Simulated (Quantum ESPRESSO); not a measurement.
## Run report: Ta2N, single-point calculation

Ta2N (P-3m1, 3 atoms in the cell), computed with Kohn-Sham DFT of a periodic cell, r2SCAN, SG15 PBE 1.2, no spin polarisation (Quantum ESPRESSO 7.5).

The structure derives from a Materials Project entry. The volume is scaled by 0.94.

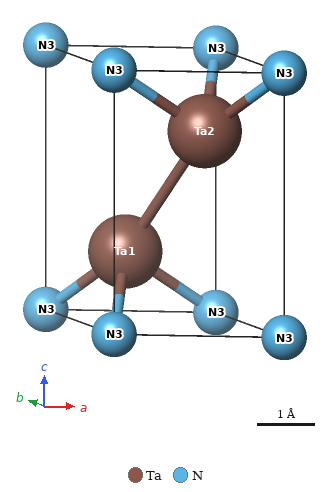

The structure (ball-and-stick view of the cell of the calculation, seen slightly off an axis; atoms are numbered from 1 in the order of the input). An atom can appear more than once, as a periodic image. Near neighbours in the periodic cell (some may lie outside the picture): Ta has 3 N at 2.14 Å and 12 Ta at 2.93 to 3.05 Å; N has 6 Ta at 2.14 Å.

The input
```
&CONTROL
  calculation = 'scf'
  prefix = 'pwscf'
  outdir = './tmp'
  pseudo_dir = './pseudo'
  tstress = .true.
  disk_io = 'nowf'
/
&SYSTEM
  ibrav = 0
  nat = 3
  ntyp = 2
  ecutwfc = 88
  nbnd = 40
  input_dft = 'r2scan'
  occupations = 'smearing'
  smearing = 'fd'
  degauss = 0.00367493
  nosym = .true.
  nr1 = 36
  nr2 = 36
  nr3 = 60
/
&ELECTRONS
  conv_thr = 1d-08
  electron_maxstep = 120
  mixing_beta = 0.5
/
ATOMIC_SPECIES
Ta   180.9479 Ta_ONCV_PBE-1.2.upf
N     14.0070 N_ONCV_PBE-1.2.upf
CELL_PARAMETERS angstrom
   3.0493158896    0.0000000000    0.0000000000
  -1.5246579448    2.6407850245    0.0000000000
   0.0000000000    0.0000000000    4.7704285953
ATOMIC_POSITIONS crystal
Ta     0.3333333333    0.6666666667    0.2547110000
Ta     0.6666666667    0.3333333333    0.7452890000
N      0.0000000000    0.0000000000    0.0000000000
K_POINTS automatic
4 4 2 0 0 0
```

Machine: 2 threads of Intel Xeon @ 2.90GHz (Ice Lake), 128 GiB of memory available, shared host.

Command:
```bash
OMP_NUM_THREADS=1 mpirun -n 2 pw.x -nk 2 -in pw.in > pw.out
```

Output
```
This program is part of the open-source Quantum ESPRESSO suite
     for quantum simulation of materials; please cite
         "P. Giannozzi et al., J. Phys.:Condens. Matter 21 395502 (2009);
         "P. Giannozzi et al., J. Phys.:Condens. Matter 29 465901 (2017);
         "P. Giannozzi et al., J. Chem. Phys. 152 154105 (2020);
          URL
     in publications or presentations arising from this work. More details at

     IMPORTANT: XC functional enforced from input :
     Exchange-correlation= R2SCAN
                           (   0   0   0   0   0 497 498)
     Any further DFT definition will be discarded
     Please, verify this is what you really want

     K-points division:     npool     =       2
     Subspace diagonalization in iterative solution of the eigenvalue problem:
     a serial algorithm will be used

     G-vector sticks info
     --------------------
     sticks:   dense  smooth     PW     G-vecs:    dense   smooth      PW
     Sum         805     805    253                28913    28913    5143

     Using Slab Decomposition

     bravais-lattice index     =            0
     lattice parameter (alat)  =       5.7624  a.u.
     unit-cell volume          =     259.2325 (a.u.)^3
     number of atoms/cell      =            3
     number of atomic types    =            2
     number of electrons       =        59.00
     number of Kohn-Sham states=           40
     kinetic-energy cutoff     =      88.0000  Ry
     charge density cutoff     =     352.0000  Ry
     scf convergence threshold =      1.0E-08
     mixing beta               =       0.5000
     number of iterations used =            8  plain     mixing
     Exchange-correlation= R2SCAN
                           (   0   0   0   0   0 497 498)

     celldm(1)=   5.762372  celldm(2)=   0.000000  celldm(3)=   0.000000
     celldm(4)=   0.000000  celldm(5)=   0.000000  celldm(6)=   0.000000

     crystal axes: (cart. coord. in units of alat)
               a(1) = (   1.000000   0.000000   0.000000 )
               a(2) = (  -0.500000   0.866025   0.000000 )
               a(3) = (   0.000000   0.000000   1.564426 )

     reciprocal axes: (cart. coord. in units 2 pi/alat)
               b(1) = (  1.000000  0.577350 -0.000000 )
               b(2) = (  0.000000  1.154701  0.000000 )
               b(3) = (  0.000000 -0.000000  0.639212 )

     PseudoPot. # 1 for Ta read from file:
     Ta_ONCV_PBE-1.2.upf
     Pseudo is Norm-conserving, Zval = 27.0
     Generated using ONCVPSP code by D. R. Hamann
     Using radial grid of  602 points,  8 beta functions with:
                l(1) =   0
                l(2) =   0
                l(3) =   1
                l(4) =   1
                l(5) =   2
                l(6) =   2
                l(7) =   3
                l(8) =   3

     PseudoPot. # 2 for N  read from file:
     N_ONCV_PBE-1.2.upf
     Pseudo is Norm-conserving, Zval =  5.0
     Generated using ONCVPSP code by D. R. Hamann
     Using radial grid of  602 points,  4 beta functions with:
                l(1) =   0
                l(2) =   0
                l(3) =   1
                l(4) =   1

     atomic species   valence    mass     pseudopotential
     Ta               27.00   180.94790     Ta( 1.00)
     N                 5.00    14.00700     N ( 1.00)

     No symmetry found

   Cartesian axes

     site n.     atom                  positions (alat units)
         1        Ta     tau(   1) = (  -0.0000000   0.5773503   0.3984765  )
         2        Ta     tau(   2) = (   0.5000000   0.2886751   1.1659494  )
         3        N      tau(   3) = (   0.0000000   0.0000000   0.0000000  )

     number of k points=    20  Fermi-Dirac smearing, width (Ry)=  0.0037
                       cart. coord. in units 2pi/alat
        k(    1) = (   0.0000000   0.0000000   0.0000000), wk =   0.0625000
        k(    2) = (   0.0000000   0.0000000  -0.3196061), wk =   0.0625000
        k(    3) = (   0.0000000   0.2886751   0.0000000), wk =   0.1250000
        k(    4) = (   0.0000000   0.2886751  -0.3196061), wk =   0.1250000
        k(    5) = (   0.0000000  -0.5773503   0.0000000), wk =   0.0625000
        k(    6) = (   0.0000000  -0.5773503  -0.3196061), wk =   0.0625000
        k(    7) = (   0.2500000   0.1443376   0.0000000), wk =   0.1250000
        k(    8) = (   0.2500000   0.1443376  -0.3196061), wk =   0.1250000
        k(    9) = (   0.2500000   0.4330127   0.0000000), wk =   0.1250000
        k(   10) = (   0.2500000   0.4330127  -0.3196061), wk =   0.1250000
        k(   11) = (   0.2500000  -0.4330127   0.0000000), wk =   0.1250000
        k(   12) = (   0.2500000  -0.4330127  -0.3196061), wk =   0.1250000
        k(   13) = (   0.2500000  -0.1443376   0.0000000), wk =   0.1250000
        k(   14) = (   0.2500000  -0.1443376  -0.3196061), wk =   0.1250000
        k(   15) = (  -0.5000000  -0.2886751   0.0000000), wk =   0.0625000
        k(   16) = (  -0.5000000  -0.2886751  -0.3196061), wk =   0.0625000
        k(   17) = (  -0.5000000   0.0000000   0.0000000), wk =   0.1250000
        k(   18) = (  -0.5000000   0.0000000  -0.3196061), wk =   0.1250000
        k(   19) = (  -0.5000000  -0.8660254   0.0000000), wk =   0.0625000
        k(   20) = (  -0.5000000  -0.8660254  -0.3196061), wk =   0.0625000

     Dense  grid:    28913 G-vectors     FFT dimensions: (  36,  36,  60)

     WARNING: libxc functional with ID  497 depends
      on external parameters: check the user_guide of
      QE if you need to modify them or to check their
      default values.

     WARNING: libxc functional with ID  498 depends
      on external parameters: check the user_guide of
      QE if you need to modify them or to check their
      default values.

     Initial potential from superposition of free atoms

     starting charge      58.8187, renormalised to      59.0000
     Starting wfcs are random

     Self-consistent Calculation

     iteration #  1     ecut=    88.00 Ry     beta= 0.50
     Davidson diagonalization with overlap
     ethr =  1.00E-02,  avg # of iterations = 10.4

     total energy              =   -1010.27038980 Ry
     estimated scf accuracy    <     111.01491919 Ry

     iteration #  2     ecut=    88.00 Ry     beta= 0.50
     Davidson diagonalization with overlap
     ethr =  1.00E-02,  avg # of iterations =  1.0

     total energy              =   -1010.66248940 Ry
     estimated scf accuracy    <      36.30870386 Ry

     iteration #  3     ecut=    88.00 Ry     beta= 0.50
     Davidson diagonalization with overlap
     ethr =  1.00E-02,  avg # of iterations =  2.0

     total energy              =   -1010.20944074 Ry
     estimated scf accuracy    <       8.17592037 Ry

     iteration #  4     ecut=    88.00 Ry     beta= 0.50
     Davidson diagonalization with overlap
     ethr =  1.00E-02,  avg # of iterations =  1.7

     total energy              =   -1010.81765840 Ry
     estimated scf accuracy    <       1.18623258 Ry

     iteration #  5     ecut=    88.00 Ry     beta= 0.50
     Davidson diagonalization with overlap
     ethr =  2.01E-03,  avg # of iterations =  1.0

     total energy              =   -1010.88277910 Ry
     estimated scf accuracy    <       0.01003557 Ry

     iteration #  6     ecut=    88.00 Ry     beta= 0.50
     Davidson diagonalization with overlap
     ethr =  1.70E-05,  avg # of iterations =  3.0

     total energy              =   -1010.88339830 Ry
     estimated scf accuracy    <       0.01530844 Ry

     iteration #  7     ecut=    88.00 Ry     beta= 0.50
     Davidson diagonalization with overlap
     ethr =  1.70E-05,  avg # of iterations =  1.0

     total energy              =   -1010.88341430 Ry
     estimated scf accuracy    <       0.00406588 Ry

     iteration #  8     ecut=    88.00 Ry     beta= 0.50
     Davidson diagonalization with overlap
     ethr =  6.89E-06,  avg # of iterations =  1.0

     total energy              =   -1010.88357987 Ry
     estimated scf accuracy    <       0.00108816 Ry

     iteration #  9     ecut=    88.00 Ry     beta= 0.50
     Davidson diagonalization with overlap
     ethr =  1.84E-06,  avg # of iterations =  1.1

     total energy              =   -1010.88363937 Ry
     estimated scf accuracy    <       0.00002059 Ry

     iteration # 10     ecut=    88.00 Ry     beta= 0.50
     Davidson diagonalization with overlap
     ethr =  3.49E-08,  avg # of iterations =  1.4

     total energy              =   -1010.88364069 Ry
     estimated scf accuracy    <       0.00000252 Ry

     iteration # 11     ecut=    88.00 Ry     beta= 0.50
     Davidson diagonalization with overlap
     ethr =  4.27E-09,  avg # of iterations =  1.1

     total energy              =   -1010.88364079 Ry
     estimated scf accuracy    <       0.00000054 Ry

     iteration # 12     ecut=    88.00 Ry     beta= 0.50
     Davidson diagonalization with overlap
     ethr =  9.18E-10,  avg # of iterations =  1.0

     total energy              =   -1010.88364080 Ry
     estimated scf accuracy    <       0.00000019 Ry

     iteration # 13     ecut=    88.00 Ry     beta= 0.50
     Davidson diagonalization with overlap
     ethr =  3.27E-10,  avg # of iterations =  1.0

     total energy              =   -1010.88364080 Ry
     estimated scf accuracy    <       0.00000004 Ry

     iteration # 14     ecut=    88.00 Ry     beta= 0.50
     Davidson diagonalization with overlap
     ethr =  6.43E-11,  avg # of iterations =  1.4

     End of self-consistent calculation

          k = 0.0000 0.0000 0.0000 (  3573 PWs)   bands (ev):

   -39.5141 -39.4088  -6.4553  -5.5157  -5.5157  -5.3711  -5.3711  -5.3079
    11.1293  11.3166  11.3174  11.3174  11.3394  11.3482  11.3482  11.3502
    11.3502  11.3581  11.3840  11.3840  11.4099  11.4139  12.3598  22.0042
    24.3943  24.3943  25.7976  30.2045  30.6733  30.6733  31.1867  31.1867
    31.2458  32.1326  32.1326  36.6107  38.1518  38.1518  42.2320  45.0528

          k = 0.0000 0.0000-0.3196 (  3626 PWs)   bands (ev):

   -39.4661 -39.4573  -5.9430  -5.8686  -5.4581  -5.4581  -5.4292  -5.4292
    11.1356  11.3040  11.3040  11.3274  11.3274  11.3283  11.3477  11.3621
    11.3843  11.3843  11.3867  11.3867  11.4117  11.4121  12.5741  21.3987
    24.1861  24.1861  27.8429  28.1127  29.7097  29.7097  32.9029  33.3548
    33.3548  33.5657  33.7193  33.7193  34.9350  34.9350  42.2429  45.5278

          k = 0.0000 0.2887 0.0000 (  3613 PWs)   bands (ev):

   -39.4763 -39.3979  -6.2521  -5.8904  -5.7173  -5.6398  -5.4065  -5.3951
    11.1597  11.3297  11.3338  11.3357  11.3450  11.3480  11.3507  11.3594
    11.3637  11.3693  11.3720  11.3760  11.3863  11.4001  12.8088  22.4736
    23.2582  24.3125  26.9051  27.9261  29.0833  31.0240  32.0139  32.4299
    32.9574  34.3767  35.4614  35.9903  37.3224  40.1252  42.2398  44.0579

          k = 0.0000 0.2887-0.3196 (  3620 PWs)   bands (ev):

   -39.4405 -39.4339  -6.1128  -6.0034  -5.5903  -5.5589  -5.5343  -5.5141
    11.1632  11.3199  11.3206  11.3363  11.3374  11.3490  11.3628  11.3652
    11.3735  11.3761  11.3768  11.3778  11.3889  11.3913  12.8307  22.5565
    23.4083  24.3388  27.1041  28.0401  28.7812  31.0372  31.6933  32.7338
    32.9104  33.8546  34.5684  36.7050  37.0813  38.0327  43.6342  45.2854

          k = 0.0000-0.5774 0.0000 (  3626 PWs)   bands (ev):

   -39.4299 -39.3953  -6.2732  -6.0241  -5.9398  -5.7491  -5.5818  -5.4543
    11.1547  11.3271  11.3313  11.3473  11.3475  11.3502  11.3549  11.3623
    11.3714  11.3735  11.3788  11.3861  11.3886  11.4010  13.1003  21.9624
    23.9111  24.0385  25.9779  28.0120  29.4516  32.8308  32.9690  34.9558
    35.1280  35.4644  35.5137  35.5714  37.2436  40.7749  41.0659  42.3744

          k = 0.0000-0.5774-0.3196 (  3612 PWs)   bands (ev):

   -39.4141 -39.4111  -6.3572  -6.2926  -5.6080  -5.5990  -5.5819  -5.5665
    11.1670  11.3240  11.3391  11.3398  11.3453  11.3469  11.3626  11.3687
    11.3704  11.3710  11.3754  11.3807  11.3875  11.3921  13.0444  21.9158
    23.7279  24.3545  27.4360  28.5259  28.7131  30.6076  31.5994  34.4280
    34.7248  35.1455  35.5763  38.2655  38.2777  39.6331  40.8377  43.7267

          k = 0.2500 0.1443 0.0000 (  3613 PWs)   bands (ev):

   -39.4763 -39.3979  -6.2521  -5.8904  -5.7173  -5.6398  -5.4065  -5.3951
    11.1597  11.3297  11.3338  11.3357  11.3450  11.3480  11.3507  11.3594
    11.3637  11.3693  11.3720  11.3760  11.3863  11.4001  12.8088  22.4736
    23.2582  24.3125  26.9051  27.9261  29.0833  31.0240  32.0139  32.4299
    32.9574  34.3767  35.4614  35.9903  37.3224  40.1252  42.2398  44.0579

          k = 0.2500 0.1443-0.3196 (  3620 PWs)   bands (ev):

   -39.4405 -39.4339  -6.1128  -6.0034  -5.5903  -5.5589  -5.5343  -5.5141
    11.1632  11.3199  11.3206  11.3363  11.3374  11.3490  11.3628  11.3652
    11.3735  11.3761  11.3768  11.3778  11.3889  11.3913  12.8307  22.5565
    23.4083  24.3388  27.1041  28.0401  28.7812  31.0372  31.6933  32.7338
    32.9104  33.8546  34.5684  36.7050  37.0813  38.0327  43.6342  45.2854

          k = 0.2500 0.4330 0.0000 (  3611 PWs)   bands (ev):

   -39.4301 -39.3951  -6.1446  -5.9822  -5.9447  -5.7713  -5.6237  -5.5723
    11.1655  11.3287  11.3293  11.3387  11.3418  11.3574  11.3579  11.3624
    11.3737  11.3752  11.3813  11.3814  11.3857  11.3909  13.1027  22.5321
    23.6820  24.0784  27.1235  27.5129  28.2331  31.9632  33.2614  33.8688
    33.9402  34.9360  36.0419  37.3494  37.9744  41.5012  41.5660  43.6433

          k = 0.2500 0.4330-0.3196 (  3608 PWs)   bands (ev):

   -39.4141 -39.4111  -6.2330  -6.1733  -5.8262  -5.8091  -5.4955  -5.4865
    11.1773  11.3330  11.3353  11.3412  11.3503  11.3510  11.3564  11.3605
    11.3647  11.3688  11.3711  11.3739  11.3862  11.3919  13.1114  22.6716
    23.1740  23.9504  28.1678  28.3942  28.6789  30.7011  31.0961  33.2339
    34.8638  35.6285  35.8796  36.6047  39.5497  39.7510  41.6793  42.5016

          k = 0.2500-0.4330 0.0000 (  3611 PWs)   bands (ev):

   -39.4301 -39.3951  -6.1446  -5.9822  -5.9447  -5.7713  -5.6237  -5.5723
    11.1655  11.3287  11.3293  11.3387  11.3418  11.3574  11.3579  11.3624
    11.3737  11.3752  11.3813  11.3814  11.3857  11.3909  13.1027  22.5321
    23.6820  24.0784  27.1235  27.5129  28.2331  31.9632  33.2614  33.8688
    33.9402  34.9360  36.0419  37.3494  37.9744  41.5012  41.5660  43.6432

          k = 0.2500-0.4330-0.3196 (  3608 PWs)   bands (ev):

   -39.4141 -39.4111  -6.2330  -6.1733  -5.8262  -5.8091  -5.4955  -5.4865
    11.1773  11.3330  11.3353  11.3412  11.3503  11.3510  11.3564  11.3605
    11.3647  11.3688  11.3711  11.3739  11.3862  11.3919  13.1114  22.6716
    23.1740  23.9504  28.1678  28.3942  28.6789  30.7011  31.0961  33.2339
    34.8638  35.6285  35.8796  36.6047  39.5497  39.7510  41.6793  42.5016

          k = 0.2500-0.1443 0.0000 (  3613 PWs)   bands (ev):

   -39.4763 -39.3979  -6.2521  -5.8904  -5.7173  -5.6398  -5.4065  -5.3951
    11.1597  11.3297  11.3338  11.3357  11.3450  11.3480  11.3507  11.3594
    11.3637  11.3693  11.3720  11.3760  11.3863  11.4001  12.8088  22.4736
    23.2582  24.3125  26.9051  27.9261  29.0833  31.0240  32.0139  32.4299
    32.9574  34.3767  35.4614  35.9903  37.3224  40.1252  42.2398  44.0579

          k = 0.2500-0.1443-0.3196 (  3620 PWs)   bands (ev):

   -39.4405 -39.4339  -6.1128  -6.0034  -5.5903  -5.5589  -5.5343  -5.5141
    11.1632  11.3199  11.3206  11.3363  11.3374  11.3490  11.3628  11.3652
    11.3735  11.3761  11.3768  11.3778  11.3889  11.3913  12.8307  22.5565
    23.4083  24.3388  27.1041  28.0401  28.7812  31.0372  31.6933  32.7338
    32.9104  33.8546  34.5684  36.7050  37.0813  38.0327  43.6342  45.2854

          k =-0.5000-0.2887 0.0000 (  3626 PWs)   bands (ev):

   -39.4299 -39.3953  -6.2732  -6.0241  -5.9398  -5.7491  -5.5818  -5.4543
    11.1547  11.3271  11.3313  11.3473  11.3475  11.3502  11.3549  11.3623
    11.3714  11.3735  11.3788  11.3861  11.3886  11.4010  13.1003  21.9624
    23.9111  24.0385  25.9779  28.0120  29.4516  32.8308  32.9690  34.9558
    35.1280  35.4644  35.5137  35.5714  37.2436  40.7749  41.0659  42.3744

          k =-0.5000-0.2887-0.3196 (  3612 PWs)   bands (ev):

   -39.4141 -39.4111  -6.3572  -6.2926  -5.6080  -5.5990  -5.5819  -5.5665
    11.1670  11.3240  11.3391  11.3398  11.3453  11.3469  11.3626  11.3687
    11.3704  11.3710  11.3754  11.3807  11.3875  11.3921  13.0444  21.9158
    23.7279  24.3545  27.4360  28.5259  28.7131  30.6076  31.5994  34.4280
    34.7248  35.1455  35.5763  38.2655  38.2777  39.6331  40.8377  43.7266

          k =-0.5000 0.0000 0.0000 (  3611 PWs)   bands (ev):

   -39.4301 -39.3951  -6.1446  -5.9822  -5.9447  -5.7713  -5.6237  -5.5723
    11.1655  11.3287  11.3293  11.3387  11.3418  11.3574  11.3579  11.3624
    11.3737  11.3752  11.3813  11.3814  11.3857  11.3909  13.1027  22.5321
    23.6820  24.0784  27.1235  27.5129  28.2331  31.9632  33.2614  33.8688
    33.9402  34.9360  36.0419  37.3494  37.9744  41.5012  41.5660  43.6432

          k =-0.5000 0.0000-0.3196 (  3608 PWs)   bands (ev):

   -39.4141 -39.4111  -6.2330  -6.1733  -5.8262  -5.8091  -5.4955  -5.4865
    11.1773  11.3330  11.3353  11.3412  11.3503  11.3510  11.3564  11.3605
    11.3647  11.3688  11.3711  11.3739  11.3862  11.3919  13.1114  22.6716
    23.1740  23.9504  28.1678  28.3942  28.6789  30.7011  31.0961  33.2339
    34.8638  35.6285  35.8796  36.6047  39.5497  39.7510  41.6793  42.5016

          k =-0.5000-0.8660 0.0000 (  3626 PWs)   bands (ev):

   -39.4299 -39.3953  -6.2732  -6.0241  -5.9398  -5.7491  -5.5818  -5.4543
    11.1547  11.3271  11.3313  11.3473  11.3475  11.3502  11.3549  11.3623
    11.3714  11.3735  11.3788  11.3861  11.3886  11.4010  13.1003  21.9624
    23.9111  24.0385  25.9779  28.0120  29.4516  32.8308  32.9690  34.9558
    35.1280  35.4644  35.5137  35.5714  37.2436  40.7749  41.0659  42.3744

          k =-0.5000-0.8660-0.3196 (  3612 PWs)   bands (ev):

   -39.4141 -39.4111  -6.3572  -6.2926  -5.6080  -5.5990  -5.5819  -5.5665
    11.1670  11.3240  11.3391  11.3398  11.3453  11.3469  11.3626  11.3687
    11.3704  11.3710  11.3754  11.3807  11.3875  11.3921  13.0444  21.9158
    23.7279  24.3545  27.4360  28.5259  28.7131  30.6076  31.5994  34.4280
    34.7248  35.1455  35.5763  38.2655  38.2777  39.6331  40.8377  43.7266

     the Fermi energy is    30.9996 ev

!    total energy              =   -1010.88364081 Ry
     estimated scf accuracy    <          1.7E-09 Ry
     smearing contrib. (-TS)   =      -0.00239607 Ry
     internal energy E=F+TS    =   -1010.88124474 Ry

     The total energy is F=E-TS. E is the sum of the following terms:
     one-electron contribution =    -242.62933959 Ry
     hartree contribution      =     196.34488063 Ry
     xc contribution           =     -84.26244007 Ry
     ewald contribution        =    -880.33434570 Ry

     convergence has been achieved in  14 iterations

     Computing stress (Cartesian axis) and pressure

          total   stress  (Ry/bohr**3)                   (kbar)     P=       37.53
   0.00007959   0.00000000  -0.00000000           11.71        0.00       -0.00
   0.00000000   0.00007959   0.00000000            0.00       11.71        0.00
  -0.00000000   0.00000000   0.00060614           -0.00        0.00       89.17

=------------------------------------------------------------------------------=
   JOB DONE.
=------------------------------------------------------------------------------=
```

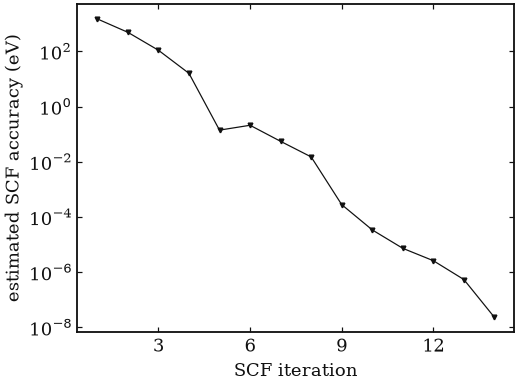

Convergence of the self-consistent field: estimated SCF accuracy against the iteration. The field takes 14 iterations in all.

Key numbers

| quantity | value |
| --- | --- |
| outcome | converged |
| space group (tolerance 0.01 Å) | P-3m1 (164) |
| electrons treated | 59 |
| free energy | −13753.7726 eV |
| gap on the k-point mesh | none (metallic) |
| pressure | 3.75 GPa |
| wall time | 76 s (CPU time 2.5 min) |
| peak memory | 0.22 GiB |

Notes

Further notes kept with the run: potentials made for another functional. Points of doubt noted for this run: coarse mesh; potentials made for another functional. Spin–orbit coupling is left out, which matters for Ta. The cell holds an odd number of electrons but the run has no spin polarisation, so a band is left half filled. The k-point mesh is coarse for a cell of this size, so the results may not be converged.
